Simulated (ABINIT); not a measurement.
# BP (F-43m): least direct gap against volume

The cell of BP (F-43m) is scaled evenly and the response computed anew at each volume, on one mesh.

The structure is cubic, space group F-43m (No. 216). Conventional cell: a = 4.538 Å, b = 4.538 Å, c = 4.538 Å, α = 90.00°, β = 90.00°, γ = 90.00°. P on site c has 4 B at 1.97 Å as nearest neighbours. B on site a has 4 P at 1.97 Å as nearest neighbours.

Method: ABINIT 10.8.3, LDA, independent particles, k-mesh 12×12×12, Lorentzian half width 0.04 eV.

Launch of the response step: `optic optic.abi`. The series took 3.7 min in all, its band step included, on 4 threads of AMD EPYC (Zen 3), on a shared host.

```tsv
V/V₀	V (Å³, primitive cell)	least direct gap (eV)
0.94	21.96	?
0.97	22.66	3.4356
1.00	23.36	3.3862
1.03	24.06	3.3421
1.06	24.77	3.3018
```

For small changes the quantity should be close to linear in ln V.

Working, on the rows shown:

| x = ln(V/V₀) | y = least direct gap |
| --- | --- |
| -0.0304592 | 3.4356 |
| 0 | 3.3862 |
| 0.0295588 | 3.3421 |
| 0.0582689 | 3.3018 |

Means: x̄ = 0.014342, ȳ = 3.3664. Σ(x − x̄)(y − ȳ) = -0.006592, Σ(x − x̄)² = 0.004374. Slope = -0.006592 / 0.004374 = -1.507; intercept = ȳ − slope · x̄ = 3.388. The line misses the rows shown by at most 0.0018 eV.

Task: What does the fit predict for the withheld row, and how well does it do?

Result: At x = -0.061875 the line gives y = 3.4813 eV. The run gave 3.4909 eV, so the extrapolation is off by 0.0096 eV, 5 % of the range in the table.

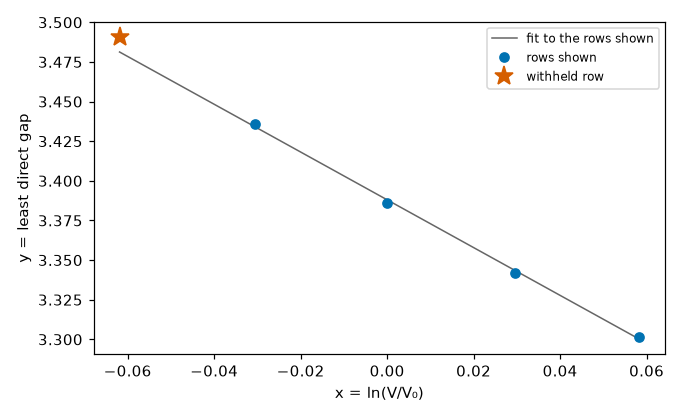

Between the rows on either side of x = 0 the slope is (3.3421 − 3.4356) / (0.029559 − (-0.030459)) = -1.558. That is a volume deformation potential of -1.6 eV: the least direct gap on this mesh widens by 16 meV for each per cent of compression. LDA gaps are as a rule too small.

[Logs are printed without paths, hosts, clocks, repeated set-up lines and the standing remarks that a program may print on its own settings, such as how far it seeks lower states.]
